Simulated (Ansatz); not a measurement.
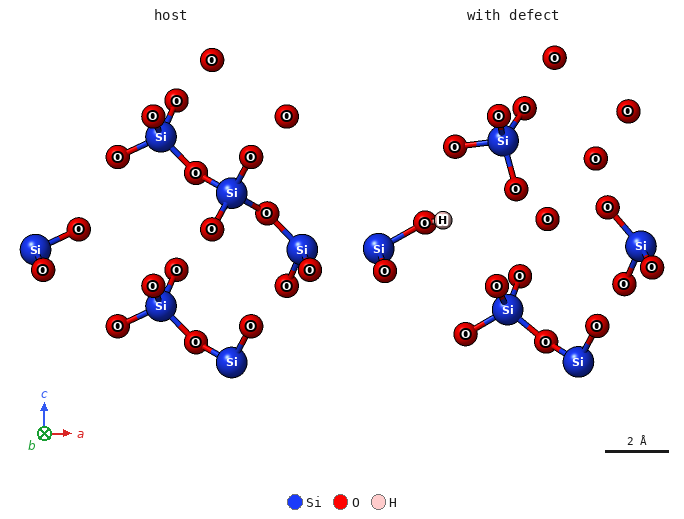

Left: perfect SiO₂. Right: the same region with a pair of point defects, after relaxing the atoms in a supercell of 72 sites. The picture is a ball-and-stick view of the atoms within 5.4 Å of one point, in a slice 3.4 Å thick across the line of sight, seen along the b axis.

These are results of DFT, PBEsol, PAW, plane waves (Ansatz), not measurements. (plane-wave cutoff 420 eV; k-point mesh 1 × 1 × 1; mesh shifted by (0.25, 0.25, 0.25); collinear spin) Fermi-Dirac smearing of 0.01 eV. The axes drawn are those of the host's conventional cell.

### What kind of defect was made?

A silicon atom is taken out (a vacancy) and an extra hydrogen atom is put between the host's atoms (an interstitial), the two sites 3.6 Å apart.

The charge state of the cell is 0.

### How does the lattice respond?

Around the empty Si site the host had 4 O at 1.62 Å; after relaxation the nearest atoms are 3 O at 1.42 to 1.49 Å. The H atom starts with 1 O at 1.73 Å around its place and ends with 1 O at 1.09 Å. Of the host's atoms, an oxygen atom moves furthest from its site, by 0.85 Å. The H atom itself moves 1.10 Å from where it was put. The cell's net moment is 1.00 μB.
